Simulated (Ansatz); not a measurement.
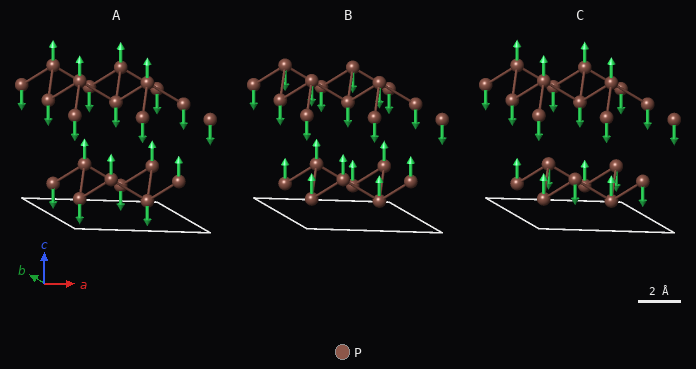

Modes of a free-standing layer of P (a generated structure), space group P-3m1 (No. 164), at the zone centre. Displacements are drawn as green arrows; their common scale and sign are arbitrary. A ball-and-stick model of the 2 × 2 repeat of the cell, outlined in the plane, without the vacuum, seen slightly off an axis.

Computed with DFT PBE+D3(BJ), scalar-relativistic, plane waves, PAW in Ansatz.

Frequencies are those without the non-analytic (LO–TO) term.

**Which are infrared-active and which Raman-active?**

A is A₁g, Raman-active by symmetry (540 cm⁻¹). B is A₁g, Raman-active by symmetry (42 cm⁻¹). C is A₂u, infrared-active by symmetry (538 cm⁻¹). The crystal has a centre of inversion, so no mode is both.
